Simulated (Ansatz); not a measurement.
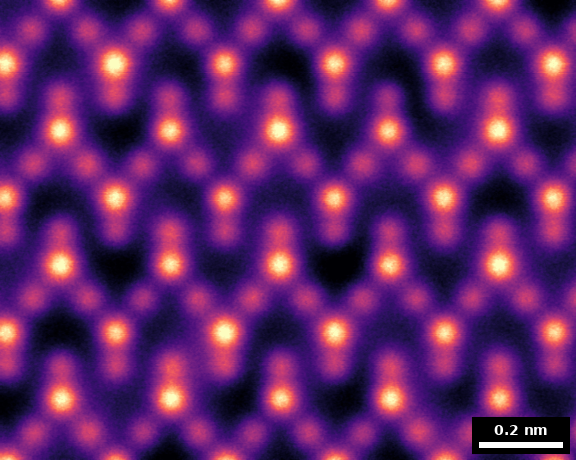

iDPC-like image of Cu (Pm-3n, No. 223). Simulated as the projected potential of neutral atoms (B = 0.3 Å²) blurred by a 0.50 Å probe, the thin-sample limit of integrated differential phase contrast. Shot noise, a slight drift and the speckle of an amorphous layer were added. Structure used: a calculation's starting geometry; the starting structure was generated, so it need not be a known form of this composition.

```yaml
crystal:
  lattice:
    - [4.61459, 0.00000, 0.00000]
    - [0.00000, 4.61459, 0.00000]
    - [0.00000, 0.00000, 4.61459]
  atoms:
    - { symbol: Cu, position: [0.00000, 0.00000, 0.00000] }
    - { symbol: Cu, position: [0.50000, 0.50000, 0.50000] }
    - { symbol: Cu, position: [0.25000, 0.00000, 0.50000] }
    - { symbol: Cu, position: [0.75000, 0.00000, 0.50000] }
    - { symbol: Cu, position: [0.50000, 0.25000, 0.00000] }
    - { symbol: Cu, position: [0.50000, 0.75000, 0.00000] }
    - { symbol: Cu, position: [0.00000, 0.50000, 0.25000] }
    - { symbol: Cu, position: [0.00000, 0.50000, 0.75000] }
```

Question: Along which zone axis is the crystal seen: [210], [110], [211] or [221]? (Directions equivalent by symmetry count as one.)

Answer: [211]. The projected cells are 2.06 × 4.61 Å, 90° for [210]; 2.31 × 3.26 Å, 90° for [110]; 2.66 × 3.26 Å, 90° for [211]; 2.18 × 3.44 Å, 108° for [221], and the image repeats as the [211] one does.
